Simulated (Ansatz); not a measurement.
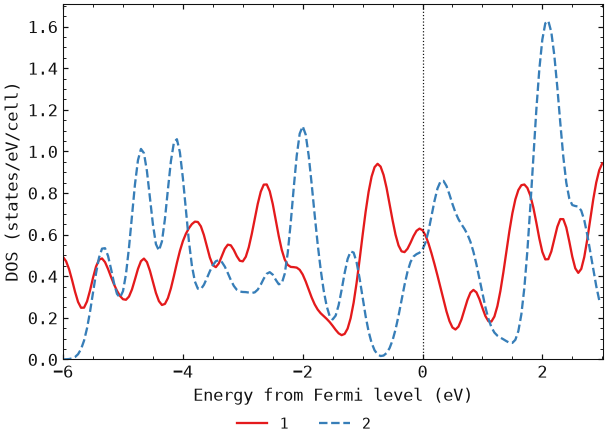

Densities of states of two runs on Zn, space group P6_3/mmc, 2 atoms in the cell, each from its own Fermi level, built from the levels of each run's k mesh with Gaussians 0.4 eV wide, which blur the band edges.

Input of the base run:

```
crystal:
  lattice:
    - [1.244098, 2.154841, 0.0]
    - [-1.244098, 2.154841, 0.0]
    - [0.0, 0.0, 4.692432]
  atoms:
    - { symbol: Zn, position: [0.33333, 0.33334, 0.25] }
    - { symbol: Zn, position: [0.66666, 0.66667, 0.75] }
  symmetry: { tolerance: 0.0003 }
kpoints:
  mp_grid: { grid: [8, 8, 4], shift: [0, 0, 0] }
magnetization:
  spin_polarized: false
scf:
  occupations: { method: fermi_dirac, width: 0.1342 }
hamiltonian:
  pseudopotentials: { kind: paw }
  xc: pbe
basis:
  ecutwfc: 420
output:
  forces: true
  stress: true
  eigenvalues: true
```

Launched with:
```bash
ansatz run input.yaml --threads 1 --pin off --max-ram 2560MiB --backend cpu --events-out ev --progress --plain --runs-dir out
```

The second run changes kpoints.mp_grid.grid from [8, 8, 4] to [6, 6, 3] and hamiltonian.dispersion from the default to d3bjatm.

Which curve is the changed run?

Curve 2. Both runs have no gap on their mesh. The coarser mesh has fewer levels, so its curve breaks up into taller, sparser peaks. The changed setting is too loose to trust, so the base run is the one to use.

On the base run: The structure was built from a prototype or by substitution, so it need not be a known phase.
